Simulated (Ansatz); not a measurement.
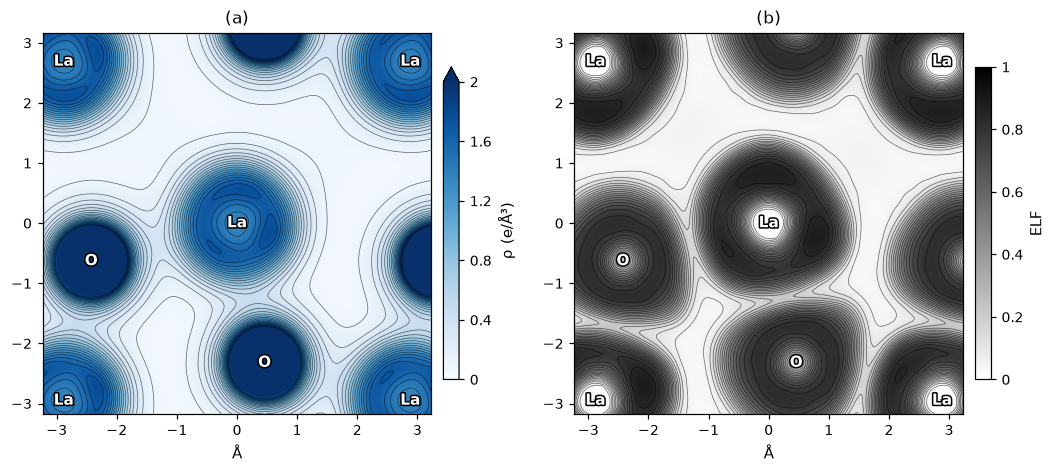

LaScO3. (a) valence pseudo-density; (b) ELF on the (010) plane of the conventional cell.

Space group Pnma.

Level of theory: Ansatz 0.2.0, DFT PBEsol, scalar-relativistic, plane waves, PAW.

The density is the valence pseudo-density of a PAW calculation; it isn't the true density close to the nuclei.

What does the map show?

Answer.
- The plane passes through La and O nuclei.
- La–O (2.37 Å): ρ is about 0.51 e/Å³ halfway; the ELF is about 0.25 at the midpoint (an ionic contact with no shared pair).
- La–O (2.50 Å): ρ at the midpoint is about 0.39 e/Å³; the ELF is about 0.20 at the midpoint (an ionic contact with no shared pair).
- Between the atoms the lowest density in this plane is 0.05 e/Å³.
- The features right at La lie inside the PAW spheres, where the map follows smoothed inner orbitals and isn't to be read closely.
